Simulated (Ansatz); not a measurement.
**Cu: geometry relaxation**

Cu (1 atom in the cell), computed with DFT LDA, scalar-relativistic, plane waves, PAW, no spin polarisation (Ansatz 0.2.0).

The structure derives from an entry of the Crystallography Open Database.

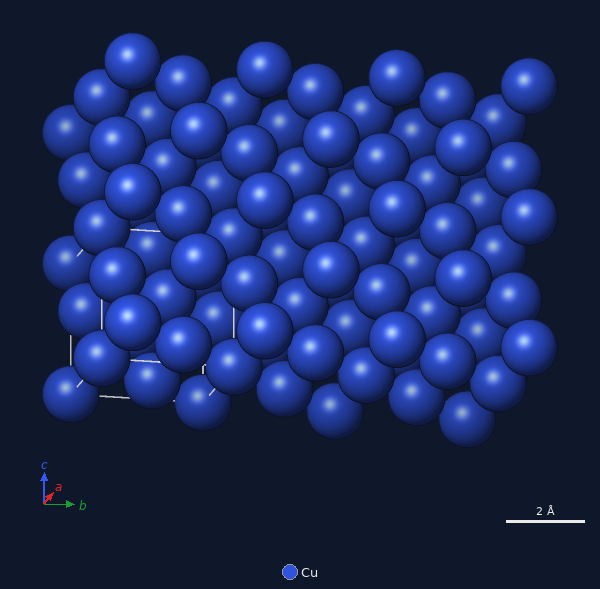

Figure 1. The input geometry (spheres-only view of the cell 4 times as large as that of the calculation, set on its symmetry axes, repeated 2 × 3 × 2, seen at an oblique angle).

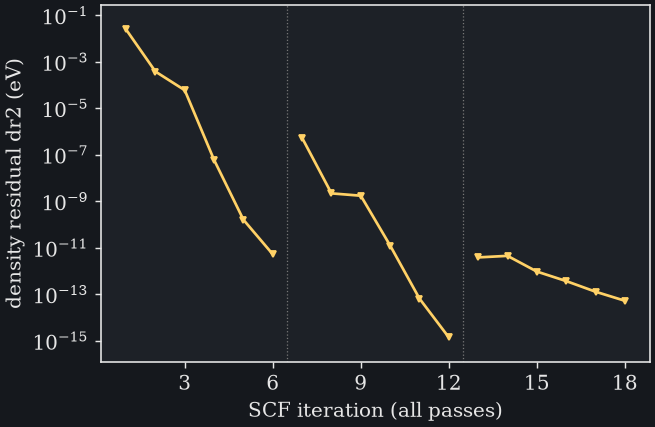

Figure 2. Convergence of the self-consistent field: density residual dr2 against the SCF iteration. The dotted lines part the SCF passes of the relaxation: geometry steps, rejected trials and re-solves on a re-selected basis. The passes take 6, 6 and 6 iterations.

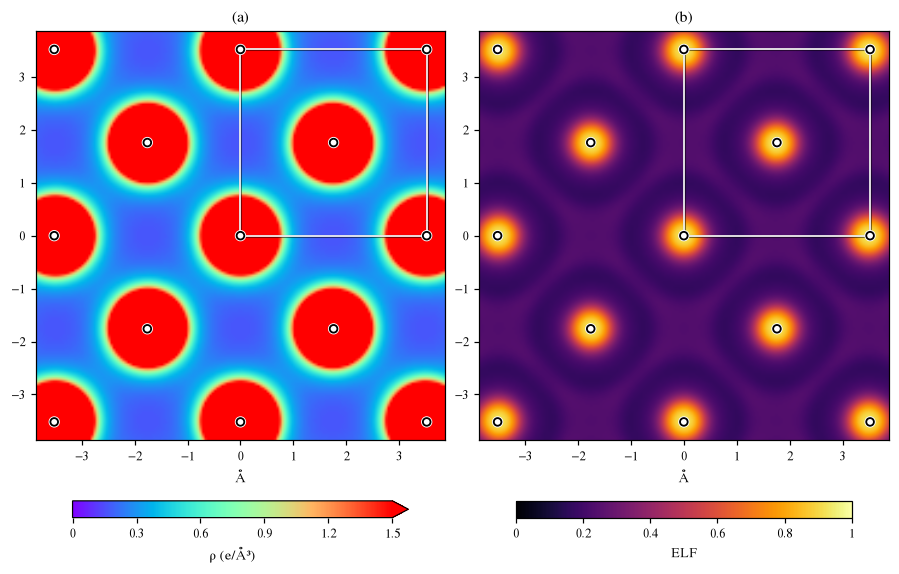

Figure 3. (a) valence electron density; (b) ELF on the (010) plane of the conventional cell. Circles mark the nuclei in the plane (Cu). Atoms in the plane: Cu. Cu–Cu (2.49 Å): ρ is about 0.3 e/Å³ halfway; the ELF is about 0.20 at the midpoint (no shared electron pair). Away from the nuclei the density in this plane falls to 0.16 e/Å³ at its lowest. The strong features right at Cu lie inside the PAW spheres (semicore, d or f shells) and say nothing about bonding. In a PAW calculation such maps are meaningful between the atoms, not at the nuclei.

The input and output of the run follow.

### The input
```yaml
crystal:
  lattice:
    - [0.0, 1.7594476934, 1.7594476934]
    - [1.7594476934, 0.0, 1.7594476934]
    - [1.7594476934, 1.7594476934, 0.0]
  atoms:
    - { symbol: Cu, position: [0.0, 0.0, 0.0] }
basis:
  ecutwfc: 420
kpoints:
  mp_grid: { grid: [20, 20, 20] }
hamiltonian:
  xc: lda
scf:
  occupations: { method: gaussian, width: 0.1 }
output:
  forces: true
  stress: true
  eigenvalues: true
  write_density: true
  write_potential: true
  elf: true
  volumetric_format: npy
relax:
  adjacent_minimum: "off"
  f_tol: 0.005
  max_steps: 80
  cell: { stress_tol: 0.05 }
```

Run as:
```bash
ansatz run input.yaml --threads 2 --pin off --max-ram 5120MiB --backend cpu --events-out ev --progress --plain --runs-dir out
```

### The program's output
```
Engine: ansatz 0.2.0, x86_64-unknown-linux-gnu
Pseudopotentials: kind: paw
Pseudopotential: Cu, paw, valence charge 19, recommended cutoff 420 eV (normal), Cu.paw.azcp
Functional definition: SPW92
  exchange = slater_x
  correlation = pw_c
Crystal: 1 atoms, lattice volume = 10.893 Å³
Basis set: ecut = 420 eV, 181 PW (Γ)
Bands: 14, of which v1, the nominal top of the filled ones, is band 10 counted from 1 (9 counted from 0)
Symmetry: 48 space group operations
Space group: Fm-3m (ITA 225), of the structure as read, at distance tolerance 2.2e-5 Å
k-points: 256 of 8000
Non-local potential: Cu, projectors of the file, l = 0: 3, l = 1: 2, l = 2: 3, l = 3: 1
PAW form: soft (Blöchl's): semilocal exchange-correlation on the pseudo side does not see the compensation charge
PAW frozen core: Cu, regenerated for the run's functional, and the local potential with it (the file was generated under x = pbe(κ = 0.804, μ = 0.2195149727645171), c = pbe(β = 0.06672455060314922))
PAW one-centre angular grid: Cu, 590 points (default); XC on 64 Gauss nodes
Initial density: superposition of atomic densities (neutral atoms: chi_scale 0, normalization atom), corrected by the library's trained network
Initial wavefunctions: pseudopotential atomic-orbital guess
Functional: x = slater, c = lda
SCF iter   1: F=—  HF=-6555.729326 eV  |F-HF|=—  |Δ(HF+E_count)|=         —  Δρ=2.26e-2  dr2=2.43e-2  ethr=1.77e-3  ⟨swp⟩=5.2  Hψ=18086  notcnv=0
preconditioner: auto → none  [metal: Δε(μ)=0.024 eV  Ē_g=17.932 eV  σ=0.100 eV  W_gap=0.14  n_scr=0 (ndim 8)  ℏωp=37.3 eV  f_vac=0.000  D(μ)=0.27/eV (n_scr^D=0)]
SCF iter   2: F=—  HF=-6555.722707 eV  |F-HF|=—  |Δ(HF+E_count)|=   6.62e-3  Δρ=2.07e-3  dr2=3.77e-4  ethr=1.28e-4  ⟨swp⟩=2.7  Hψ=7868  notcnv=0  defer=96
SCF iter   3: F=—  HF=-6555.722618 eV  |F-HF|=—  |Δ(HF+E_count)|=   8.83e-5  Δρ=1.43e-3  dr2=5.93e-5  ethr=1.98e-6  ⟨swp⟩=2.1  Hψ=4919  notcnv=0  defer=96
SCF iter   4: F=—  HF=-6555.722642 eV  |F-HF|=—  |Δ(HF+E_count)|=   2.39e-5  Δρ=2.95e-5  dr2=5.93e-8  ethr=3.12e-7  ⟨swp⟩=1.0  Hψ=3483  notcnv=0  defer=96
iter 5 did not close the SCF: its close was put off for the readings that it lacked (scf_convergence_deferred on its scf_iter line)
SCF iter   5: F=-6555.722642 eV  HF=-6555.722642 eV  |F-HF|=7.09e-11  |Δ(HF+E_count)|=   5.55e-8  Δρ=2.97e-6  dr2=1.59e-10  ethr=3.12e-10  ⟨swp⟩=2.0  Hψ=5880  notcnv=0  defer=96
SCF iter   6: F=-6555.722642 eV  HF=-6555.722642 eV  |F-HF|=2.73e-12  |Δ(HF+E_count)|=  7.91e-11  Δρ=4.78e-7  dr2=5.20e-12  ethr=1.00e-12  ⟨swp⟩=5.2  Hψ=17094  notcnv=0
SCF 1 converged in 6 iterations: F = -6555.722642 eV  dr2 = 5.20e-12
  greatest PAW one-centre occupation: 1.000 electrons in one spin orbital (limit 2), on the Cu atom at site 0 (counted from 0), in its partial waves of l = 0
relax step   1: F+E_penalty+E_count = -6555.72264240 eV  Δ(F+E_penalty+E_count) = +0.000e0 eV  max|allowed force component| = 0.000e0 eV/Å  Δτ_max = 0.0000 Å  P = -0.088 GPa  Ω = 10.893 Å³  (6 SCF iters, accepted)
Crystal: 1 atoms, lattice volume = 10.891 Å³
Initial density: handed on by an earlier stage of this run
Initial wavefunctions: those handed on with the density
iter 1 solved again at ethr=2.84e-9 eV; its pass at ethr=3.10e-3 eV (dr2=5.39e-7 eV) is discarded
SCF iter   1: F=—  HF=-6555.722645 eV  |F-HF|=—  |Δ(HF+E_count)|=         —  Δρ=8.75e-5  dr2=5.28e-7  ethr=2.84e-9  ⟨swp⟩=1.3  Hψ=20367  notcnv=0
preconditioner: auto → none  [metal: Δε(μ)=0.055 eV  Ē_g=18.021 eV  σ=0.100 eV  W_gap=0.29  n_scr=0 (ndim 8)  ℏωp=37.3 eV  f_vac=0.000  D(μ)=0.26/eV (n_scr^D=0)]
iter 2 did not close the SCF: its close was put off for the readings that it lacked (scf_convergence_deferred on its scf_iter line)
SCF iter   2: F=-6555.722645 eV  HF=-6555.722645 eV  |F-HF|=1.00e-8  |Δ(HF+E_count)|=   1.17e-7  Δρ=7.24e-6  dr2=2.17e-9  ethr=2.78e-9  ⟨swp⟩=2.3  Hψ=4967  notcnv=0
iter 3 did not close the SCF: its close was put off for the readings that it lacked (scf_convergence_deferred on its scf_iter line)
SCF iter   3: F=-6555.722645 eV  HF=-6555.722645 eV  |F-HF|=1.30e-9  |Δ(HF+E_count)|=   5.42e-9  Δρ=4.41e-6  dr2=1.72e-9  ethr=1.14e-11  ⟨swp⟩=2.0  Hψ=6030  notcnv=0
iter 4 did not close the SCF: its close was put off for the readings that it lacked (scf_convergence_deferred on its scf_iter line)
SCF iter   4: F=-6555.722645 eV  HF=-6555.722645 eV  |F-HF|=4.64e-11  |Δ(HF+E_count)|=  4.75e-10  Δρ=7.71e-7  dr2=1.24e-11  ethr=9.08e-12  ⟨swp⟩=2.0  Hψ=4879  notcnv=0
iter 5 did not close the SCF: its close was put off for the readings that it lacked (scf_convergence_deferred on its scf_iter line)
SCF iter   5: F=-6555.722645 eV  HF=-6555.722645 eV  |F-HF|=9.09e-13  |Δ(HF+E_count)|=  6.55e-11  Δρ=2.85e-8  dr2=6.46e-14  ethr=1.00e-12  ⟨swp⟩=1.6  Hψ=4411  notcnv=0
SCF iter   6: F=-6555.722645 eV  HF=-6555.722645 eV  |F-HF|=0.00e0  |Δ(HF+E_count)|=  9.09e-13  Δρ=5.19e-9  dr2=1.39e-15  ethr=1.00e-12  ⟨swp⟩=3.0  Hψ=12182  notcnv=0
SCF 2 converged in 6 iterations: F = -6555.722645 eV  dr2 = 1.39e-15
relax step   2: F+E_penalty+E_count = -6555.72264518 eV  Δ(F+E_penalty+E_count) = -2.779e-6 eV  max|allowed force component| = 0.000e0 eV/Å  Δτ_max = 0.0000 Å  P = -0.047 GPa  Ω = 10.891 Å³  energy of the carried Pulay correction = +1.770e-6 eV  (6 SCF iters, accepted)
Initial wavefunctions: pseudopotential atomic-orbital guess (no wavefunctions were taken with the density)
iter 1 solved again at ethr=1.14e-10 eV; its pass at ethr=3.10e-3 eV (dr2=2.16e-8 eV) is discarded
SCF iter   1: F=—  HF=-6555.722645 eV  |F-HF|=—  |Δ(HF+E_count)|=         —  Δρ=2.55e-7  dr2=3.82e-12  ethr=1.14e-10  ⟨swp⟩=4.2  Hψ=31285  notcnv=0
iter 2 did not close the SCF: its close was put off for the readings that it lacked (scf_convergence_deferred on its scf_iter line)
SCF iter   2: F=-6555.722645 eV  HF=-6555.722645 eV  |F-HF|=8.19e-12  |Δ(HF+E_count)|=  2.55e-11  Δρ=2.78e-7  dr2=4.46e-12  ethr=1.00e-12  ⟨swp⟩=1.3  Hψ=3764  notcnv=0
iter 3 did not close the SCF: its close was put off for the readings that it lacked (scf_convergence_deferred on its scf_iter line)
SCF iter   3: F=-6555.722645 eV  HF=-6555.722645 eV  |F-HF|=9.09e-13  |Δ(HF+E_count)|=  2.73e-12  Δρ=1.27e-7  dr2=9.42e-13  ethr=1.00e-12  ⟨swp⟩=1.0  Hψ=3584  notcnv=0
iter 4 did not close the SCF: its close was put off for the readings that it lacked (scf_convergence_deferred on its scf_iter line)
SCF iter   4: F=-6555.722645 eV  HF=-6555.722645 eV  |F-HF|=9.09e-13  |Δ(HF+E_count)|=    0.00e0  Δρ=7.91e-8  dr2=3.67e-13  ethr=1.00e-12  ⟨swp⟩=1.0  Hψ=3584  notcnv=0
iter 5 did not close the SCF: its close was put off for the readings that it lacked (scf_convergence_deferred on its scf_iter line)
SCF iter   5: F=-6555.722645 eV  HF=-6555.722645 eV  |F-HF|=9.09e-13  |Δ(HF+E_count)|=    0.00e0  Δρ=4.66e-8  dr2=1.28e-13  ethr=1.00e-12  ⟨swp⟩=1.0  Hψ=3584  notcnv=0
SCF iter   6: F=-6555.722645 eV  HF=-6555.722645 eV  |F-HF|=9.09e-13  |Δ(HF+E_count)|=  9.09e-13  Δρ=2.99e-8  dr2=5.22e-14  ethr=1.00e-12  ⟨swp⟩=2.2  Hψ=10627  notcnv=0
SCF 3 converged in 6 iterations: F = -6555.722645 eV  dr2 = 5.22e-14
relax step   3: F+E_penalty+E_count = -6555.72264518 eV  Δ(F+E_penalty+E_count) = +9.095e-13 eV  max|allowed force component| = 0.000e0 eV/Å  Δτ_max = 0.0000 Å  P = -0.047 GPa  Ω = 10.891 Å³  stress off target by 4.73e-2 GPa  SCF on the basis re-selected at this cell (its energy is not comparable with the rows above)  (6 SCF iters)
basis re-selected at this cell: Δ(F+E_penalty+E_count) = +9.095e-13 eV, ΔP = -0.000 GPa vs the last step (what re-selecting the basis moved, of the pressure what is left beyond the Pulay correction that the steps carried, after the strain that the cell walked since its last selection, with what the two solves' SCF thresholds leave and, on support functions, any second-order correction that the steps lacked; it is no measure of the basis error at this ecutwfc). This SCF's stress stands 4.73e-2 GPa from its target on what of the cell is left free (relax.cell.stress_tol is 5.00e-2 GPa) and its largest allowed force component is 0.00e0 eV/Å (relax.f_tol is 5.00e-3 eV/Å): within both
SCF converged after 6 iterations
Free energy (F): -6555.722645 eV
Harris-Foulkes:  -6555.722645 eV  (|F-HF|=9.09e-13)
Internal energy: -6555.721350 eV  (E = F + TS)
E sigma→0 (E₀):  -6555.721998 eV
Entropy (-TS):   -0.001295 eV (-1.295 meV/atom)
Fermi energy:    18.126481 eV
--- Per-component energies (eV) ---
  E_band       = -333.868167
  E_kinetic    = 301.589799
  E_local      = -3902.423650  (includes V_loc(G=0)·N_el)
  E_nonlocal   = 393.378069
  E_hartree    = 1720.255719
  E_xc         = -89.914398
  E_vxc        = -116.626023  (∫ρ·V_xc dr)
  E_paw        = -1592.325885  (= ΣΔE_a)
  E_vpaw       = -450.298089  (= ΣTr[D̂ρ^β])
  E_aug_tail   = 0.000271  (compensation charges beyond the density's cutoff)
  E_ewald      = -3386.730935
  E_core_change = 0.449660  (= ΣΔE_core)
  E_smearing   = -0.001295  (= −TS)
  E_closure    = -0.000000  (closes the sum)
  Σ components = -6555.722645   (vs F -6555.722645, Δ=0.00e0)
--- Forces (eV/Å), atoms counted from 1 ---
  atom   1  Cu     0.00000000    -0.00000000     0.00000000
  max |Σ_I F_I| component: 4.73e-30 eV/Å
--- Stress (GPa, compression-positive) ---
       -0.047252       0.000000       0.000000
        0.000000      -0.047252       0.000000
        0.000000       0.000000      -0.047252
  P = ⅓ Tr σ = -0.0473 GPa (-0.473 kbar)
--- Band table (eV; the first three rows and the last of 256) ---
  k-point 0: bands = ["-93.8043", "-51.5353", "-51.5353", "-51.5353", "8.0864", "14.8406", "14.8406", "14.8406", "15.8034", "15.8034", "41.5082", "44.4422", "44.4422", "44.4422"]
  k-point 1: bands = ["-93.8038", "-51.5391", "-51.5359", "-51.5359", "8.1833", "14.8179", "14.8607", "14.8607", "15.7952", "15.7952", "41.0529", "43.1486", "44.1368", "44.1368"]
  k-point 2: bands = ["-93.8023", "-51.5500", "-51.5375", "-51.5375", "8.4713", "14.7550", "14.9146", "14.9146", "15.7766", "15.7766", "39.0825", "42.3827", "43.5388", "43.5388"]
  k-point 255: bands = ["-93.7764", "-51.6361", "-51.6361", "-51.5938", "13.5649", "14.2516", "14.2516", "15.7500", "16.6185", "24.6303", "24.6303", "26.9127", "27.5417", "47.5240"]
--- Relaxed structure (2 steps of the walk, 2 accepted, 1 SCFs on fresh bases) ---
  F+E_penalty+E_count = -6555.72264518 eV   max|allowed force component| = 0.000e0 eV/Å   (the final SCF, on the basis selected at the relaxed cell)
  cell:  # Å, volume = 10.8909 Å³
    - [-1.4803449021351935e-36, 1.759318992491551, 1.759318992491551]
    - [1.759318992491551, -1.592303760279872e-36, 1.759318992491551]
    - [1.759318992491551, 1.759318992491551, 1.1195885814467849e-37]
  atoms:
    - { symbol: Cu, position: [0.0, 0.0, 0.0] }
```

### Trajectory as extended XYZ (Å, eV, eV/Å), 3 frames, from step=1 to step=3
```
1
Lattice="0.0000 1.7594 1.7594 1.7594 0.0000 1.7594 1.7594 1.7594 0.0000" Properties=species:S:1:pos:R:3:forces:R:3 step=1 energy=-6555.72264 pressure_GPa=-0.09
Cu    0.0000    0.0000    0.0000    0.0000   0.0000   0.0000
1
Lattice="0.0000 1.7593 1.7593 1.7593 0.0000 1.7593 1.7593 1.7593 0.0000" Properties=species:S:1:pos:R:3:forces:R:3 step=2 energy=-6555.72264 pressure_GPa=-0.05
Cu    0.0000    0.0000    0.0000    0.0000   0.0000   0.0000
1
Lattice="0.0000 1.7593 1.7593 1.7593 0.0000 1.7593 1.7593 1.7593 0.0000" Properties=species:S:1:pos:R:3:forces:R:3 step=3 energy=-6555.72264 pressure_GPa=-0.05
Cu    0.0000    0.0000    0.0000    0.0000   0.0000   0.0000
```

### Key numbers

| quantity | value |
| --- | --- |
| outcome | converged |
| space group (tolerance 0.01 Å) | Fm-3m (225) |
| electrons treated | 19 |
| free energy | −6555.7226 eV |
| Fermi energy | 18.126 eV |
| gap on the k-point mesh | none (metallic) |
| pressure | −0.05 GPa |
| final volume | 10.89 Å³ |
| largest force (length of the vector) at the end | under 0.001 eV/Å |
| final cell | a = 2.488 Å, b = 2.488 Å, c = 2.488 Å, α = 60.00°, β = 60.00°, γ = 60.00° |
| hardware | 2 threads of Intel Xeon @ 2.10GHz (Emerald Rapids), 189 GiB of memory available, shared host |
| wall time | 9 s (CPU time 14 s) |
| peak memory | 0.35 GiB |
